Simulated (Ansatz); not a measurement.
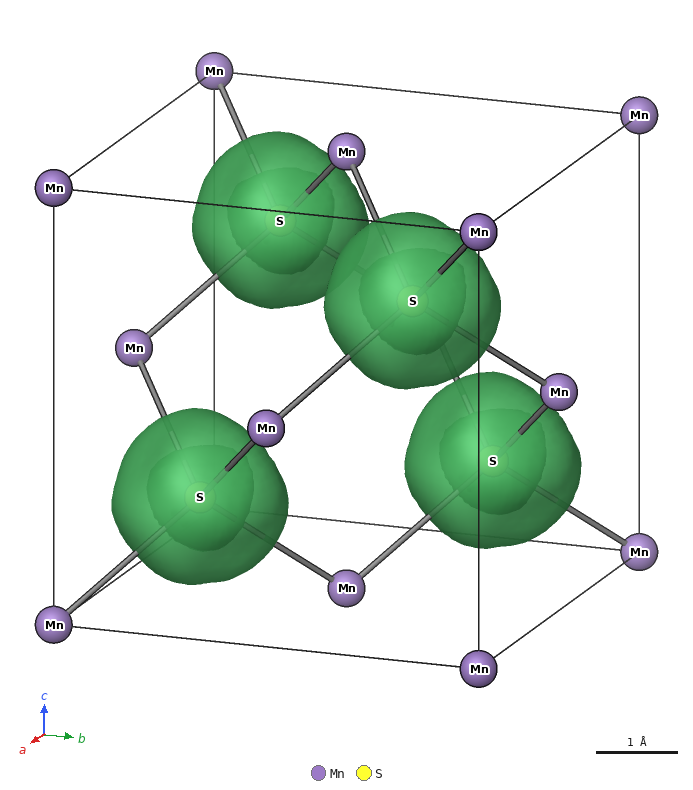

MnS. Isosurface of the ELF at 0.8 (green), seen slightly off an axis. Core shells and regions of very low density are left out. Sticks mark near contacts.

Space group F-43m; spin-polarised.

Level of theory: Ansatz 0.2.0, DFT r2SCAN, scalar-relativistic, plane waves, PAW.

What do the ELF domains correspond to?

Answer. The surface consists of four regions wrapped around S (the valence shell of each), counted in one cell of 8 atoms. Any copies at cell faces, edges or corners count once. Profiles from the grid: Mn–S (2.45 Å): the ELF peaks at about 0.90 in the valence shell of S, 0.8 Å from its nucleus, and is about 0.50 at the midpoint.
